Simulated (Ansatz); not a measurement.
**Single-point calculation, with input and output: Ru**

The run: single-point calculation of Ru (Pm-3m, 1 atom in the cell). Method and program: DFT, PBE, PAW with Ansatz's default frozen-core files, scalar-relativistic, no spin polarisation (Ansatz 0.2.0).

Its volume is 0.90 times that of the source entry. It belongs to a series of runs on one base structure; here: volume scaled by 0.9, PAW files. Figures and captions count atoms from 1; the log counts them from 0 in places.

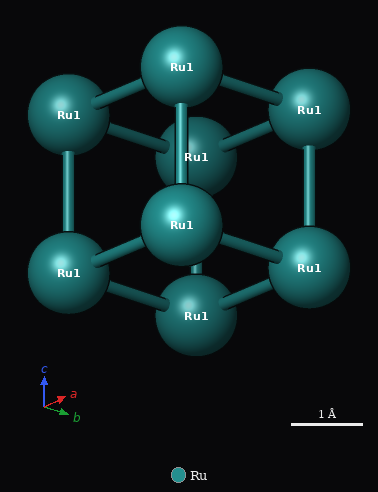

The input geometry (ball-and-stick view of the cell of the calculation, seen at an oblique angle; atoms are numbered from 1 in the order of the input). Near neighbours in the crystal (not all of them lie inside the picture): Ru has 6 Ru at 2.43 Å.

## Summary

| quantity | value |
| --- | --- |
| outcome | converged |
| space group (tolerance 0.01 Å) | Pm-3m (221) |
| electrons treated | 16 |
| free energy | −5877.4490 eV |
| Fermi energy | 22.434 eV |
| pressure | 29.61 GPa |
| largest force (length of the vector) | under 0.001 eV/Å |
| hardware | 1 thread of Arm Neoverse V1, 24 GiB of memory available, shared host |
| wall time | 2.2 s |
| peak memory | 0.27 GiB |

## Remarks

The cell is under a pressure of 30 GPa at this level, so it is not at its equilibrium volume.

## Input
```yaml
crystal:
  lattice:
    - [2.425423569, 0.0, 0.0]
    - [0.0, 2.425423569, 0.0]
    - [0.0, 0.0, 2.425423569]
  atoms:
    - { symbol: Ru, position: [0.0, 0.0, 0.0] }
kpoints:
  mp_grid: { grid: [15, 15, 15] }
scf:
  occupations: { method: fermi_dirac, width: 0.1 }
hamiltonian:
  xc: pbe
  pseudopotentials: { kind: paw }
output:
  forces: true
  stress: true
  eigenvalues: true
  populations: true
  write_density: true
  write_potential: true
  elf: true
  volumetric_format: npy
```

Launched with:
```bash
ansatz run input.yaml --threads 1 --pin off --max-ram 2048MiB --backend cpu --events-out ev --progress --plain --runs-dir out
```

## Log
```
Engine: ansatz 0.2.0, aarch64-unknown-linux-gnu
Pseudopotentials: kind: paw
Pseudopotential: Ru, paw, valence charge 16, recommended cutoff 420 eV (normal), Ru.paw.azcp
Functional definition: PBE
  parameter kappa = 0.804
  parameter beta = 0.06672455060314922
  exchange = pbe_x(kappa = kappa, mu = beta*pi^2/3)
  correlation = pbe_c(beta = beta)
Crystal: 1 atoms, lattice volume = 14.268 Å³
Basis set: ecut = 420 eV, 257 PW (Γ), exchange–correlation on 36×36×36 points (8 copies of the dense FFT grid, shifted against one another)
Bands: 12, of which v1, the nominal top of the filled ones, is band 8 counted from 1 (7 counted from 0)
Symmetry: 48 space group operations
Space group: Pm-3m (ITA 221), of the structure as read, at distance tolerance 2.4e-5 Å
k-points: 120 of 3375
Non-local potential: Ru, projectors of the file, l = 0: 3, l = 1: 2, l = 2: 2, l = 3: 1
PAW form: soft (Blöchl's): semilocal exchange-correlation on the pseudo side does not see the compensation charge
PAW one-centre angular grid: Ru, 590 points (default); XC on 64 Gauss nodes
Initial density: superposition of atomic densities (neutral atoms: chi_scale 0, normalization atom), corrected by the library's trained network
Initial wavefunctions: pseudopotential atomic-orbital guess
Functional: x = pbe(κ = 0.804, μ = 0.2195149727645171), c = pbe(β = 0.06672455060314922)
SCF iter   1: F=—  HF=-5877.449834 eV  |F-HF|=—  |Δ(HF+E_count)|=         —  Δρ=1.01e-2  dr2=3.88e-3  ethr=1.77e-3  ⟨swp⟩=5.0  Hψ=8059  notcnv=0
preconditioner: auto → none  [metal: Δε(μ)=0.037 eV  Ē_g=11.174 eV  σ=0.100 eV  W_gap=0.09  n_scr=6 (ndim 8)  ℏωp=27.8 eV  f_vac=0.000  D(μ)=1.28/eV (n_scr^D=18)  sad-step TF]
SCF iter   2: F=—  HF=-5877.448720 eV  |F-HF|=—  |Δ(HF+E_count)|=   1.11e-3  Δρ=5.40e-3  dr2=9.96e-4  ethr=2.42e-5  ⟨swp⟩=2.1  Hψ=3063  notcnv=0
SCF iter   3: F=—  HF=-5877.449006 eV  |F-HF|=—  |Δ(HF+E_count)|=   2.86e-4  Δρ=6.43e-4  dr2=4.42e-5  ethr=6.23e-6  ⟨swp⟩=2.6  Hψ=2251  notcnv=0
SCF iter   4: F=—  HF=-5877.449013 eV  |F-HF|=—  |Δ(HF+E_count)|=   7.26e-6  Δρ=2.31e-4  dr2=4.42e-6  ethr=2.76e-7  ⟨swp⟩=2.7  Hψ=2487  notcnv=0
SCF iter   5: F=—  HF=-5877.449012 eV  |F-HF|=—  |Δ(HF+E_count)|=   9.01e-7  Δρ=5.13e-5  dr2=2.47e-7  ethr=2.76e-8  ⟨swp⟩=2.3  Hψ=2288  notcnv=0
SCF iter   6: F=-5877.449012 eV  HF=-5877.449012 eV  |F-HF|=4.77e-10  |Δ(HF+E_count)|=   2.81e-8  Δρ=5.29e-6  dr2=2.50e-9  ethr=6.25e-10  ⟨swp⟩=7.8  Hψ=8379  notcnv=0
SCF 1 converged in 6 iterations: F = -5877.449012 eV  dr2 = 2.50e-9
  greatest PAW one-centre occupation: 0.999 electrons in one spin orbital (limit 2), on the Ru atom at site 0 (counted from 0), in its partial waves of l = 0
```

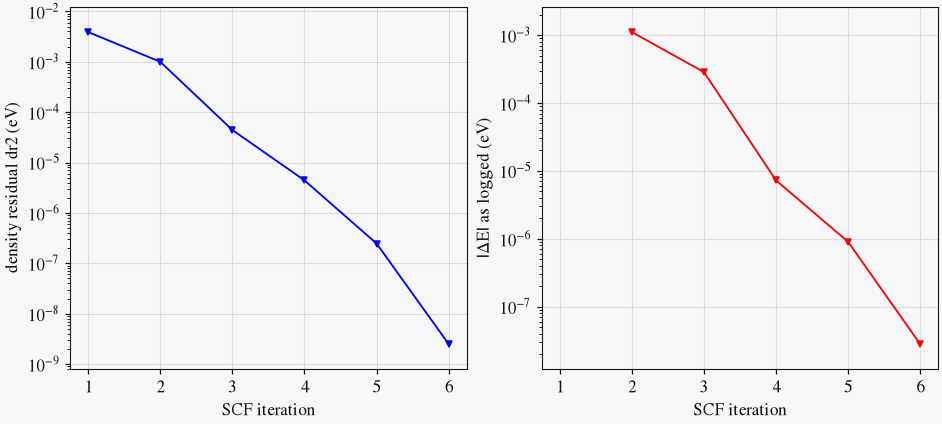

Convergence of the self-consistent field: density residual dr2 and size of the energy change against the SCF iteration. The residual falls at every step.

```
SCF converged after 6 iterations
Free energy (F): -5877.449012 eV
Harris-Foulkes:  -5877.449012 eV  (|F-HF|=4.77e-10)
Internal energy: -5877.407300 eV  (E = F + TS)
E sigma→0 (E₀):  -5877.428156 eV
Entropy (-TS):   -0.041712 eV (-41.712 meV/atom)
Fermi energy:    22.433942 eV
--- Per-component energies (eV) ---
  E_band       = -71.833729
  E_kinetic    = 519.484489
  E_local      = -1393.699763  (includes V_loc(G=0)·N_el)
  E_nonlocal   = 346.292403
  E_hartree    = 460.025600
  E_xc         = -191.096503
  E_vxc        = -239.955227  (∫ρ·V_xc dr)
  E_paw        = -3462.262975  (= ΣΔE_a)
  E_vpaw       = -224.005183  (= ΣTr[D̂ρ^β])
  E_aug_tail   = -0.000167  (compensation charges beyond the density's cutoff)
  E_ewald      = -2156.150385
  E_smearing   = -0.041712  (= −TS)
  E_closure    = 0.000000  (closes the sum)
  Σ components = -5877.449012   (vs F -5877.449012, Δ=0.00e0)
--- Forces (eV/Å), atoms counted from 1 ---
  atom   1  Ru    -0.00000000     0.00000000     0.00000000
  max |Σ_I F_I| component: 5.14e-32 eV/Å
--- Stress (GPa, compression-positive) ---
       29.613965       0.000000      -0.000000
        0.000000      29.613965       0.000000
        0.000000       0.000000      29.613965
  P = ⅓ Tr σ = 29.6140 GPa (296.140 kbar)
--- Band table (eV; the first three rows and the last of 120) ---
  k-point 0: bands = ["-50.7860", "-20.0072", "-20.0072", "-20.0072", "14.6938", "16.2984", "16.2984", "24.3353", "24.3353", "24.3353", "39.7402", "39.7402"]
  k-point 1: bands = ["-50.7777", "-20.0735", "-20.0016", "-20.0016", "14.8423", "16.3328", "16.4630", "24.1639", "24.1639", "24.3482", "38.9074", "40.0205"]
  k-point 2: bands = ["-50.7541", "-20.2590", "-19.9857", "-19.9857", "15.2277", "16.4314", "16.9843", "23.7061", "23.7061", "24.3849", "37.1294", "40.7933"]
  k-point 119: bands = ["-50.2221", "-21.0573", "-21.0556", "-21.0556", "16.9406", "17.0050", "17.0050", "26.5318", "26.5318", "31.3970", "35.7256", "36.5154"]
--- Löwdin populations: 1 site ---
  site symbol       q [e]
     0     Ru     15.9407
  spilling = 0.003704 (of n_electrons = 16.000000)
```

## File populations.tsv
```
# site	symbol	l	j	q
# orbitals = lowdin
# n_electrons = 16.000000
# spilling = 0.003704
0	Ru	0_4S	-	1.948654
0	Ru	0_5S	-	0.723792
0	Ru	1_4P	-	5.985805
0	Ru	2_4D	-	7.282483
```

## File rho_z.tsv
```
# z_ang	rho[e/angstrom^3]
# format = ansatz-planar-average/11
# lattice	2.425423569	0.000000000	0.000000000
# lattice	0.000000000	2.425423569	0.000000000
# lattice	0.000000000	0.000000000	2.425423569
# sites	1
# site	44	0.000000000	0.000000000	0.000000000
0.000000	2.387304e0
0.134746	2.285448e0
0.269492	1.994264e0
0.404237	1.567661e0
0.538983	1.106797e0
0.673729	7.204376e-1
0.808475	4.682333e-1
0.943220	3.393356e-1
1.077966	2.833146e-1
1.212712	2.667571e-1
1.347458	2.833146e-1
1.482203	3.393356e-1
1.616949	4.682333e-1
1.751695	7.204376e-1
1.886441	1.106797e0
2.021186	1.567661e0
2.155932	1.994264e0
2.290678	2.285448e0
```

## File v_z.tsv
```
# z_ang	v_es[eV]	v_tot[eV]
# format = ansatz-planar-average/11
# xc	pbe
# density_cutoff_ev	1680
# datasets	Ru=:simpson_from_first_knot:soft
# lattice	2.425423569	0.000000000	0.000000000
# lattice	0.000000000	2.425423569	0.000000000
# lattice	0.000000000	0.000000000	2.425423569
# sites	1
# site	44	0.000000000	0.000000000	0.000000000
0.000000	-8.684918e0	-2.562064e1
0.134746	-7.481059e0	-2.423127e1
0.269492	-4.067589e0	-2.025818e1
0.404237	1.010093e0	-1.425001e1
0.538983	6.957775e0	-7.091026e0
0.673729	1.277700e1	5.970228e-2
0.808475	1.746125e1	5.949854e0
0.943220	2.040867e1	9.747502e0
1.077966	2.184631e1	1.152208e1
1.212712	2.228893e1	1.198074e1
1.347458	2.184631e1	1.152208e1
1.482203	2.040867e1	9.747502e0
1.616949	1.746125e1	5.949854e0
1.751695	1.277700e1	5.970228e-2
1.886441	6.957775e0	-7.091026e0
2.021186	1.010093e0	-1.425001e1
2.155932	-4.067589e0	-2.025818e1
2.290678	-7.481059e0	-2.423127e1
```

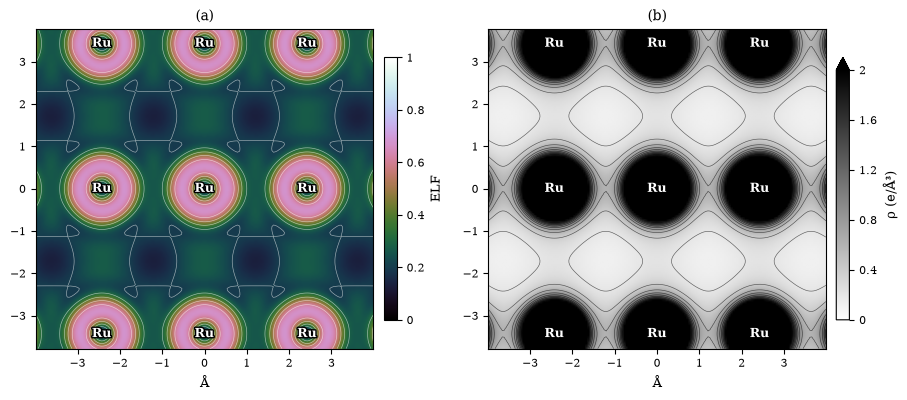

(a) ELF; (b) valence charge density (pseudo) on the (101) plane of the conventional cell. The section cuts through Ru sites. Ru–Ru (2.43 Å): the density is about 0.6 e/Å³ at the midpoint; the ELF is about 0.25 at the midpoint; no shared electron pair. Away from the nuclei the density in this plane falls to 0.12 e/Å³ at its lowest. The strong features right at Ru lie inside the PAW spheres (semicore, d or f shells) and say nothing about bonding. Core electrons are frozen (PAW), so the fields are smoothed inside the atomic spheres.

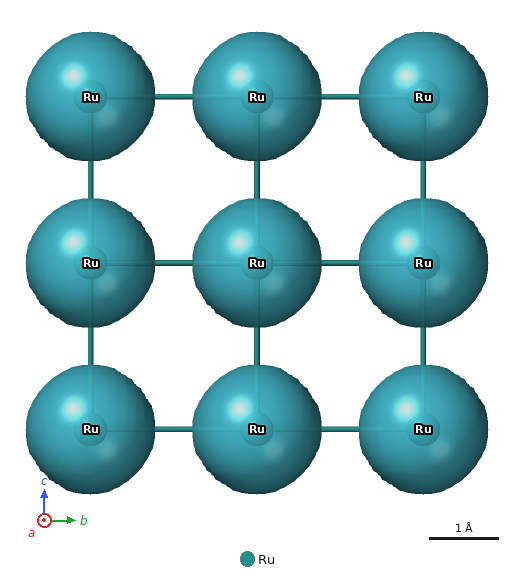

Isosurface of the valence electron density at 1 e/Å³ (cyan), seen along the a axis. Sticks mark near contacts. The outline is the cell set on symmetry axes. At this value the density breaks into separate islands; it holds about 75 % of the electrons treated as valence (semicore included). It is pinched off along the Ru–Ru (2.43 Å) contacts. On the grid the lowest density along these lines, outside the cores, is 0.6 e/Å³ (Ru–Ru, 2.43 Å).
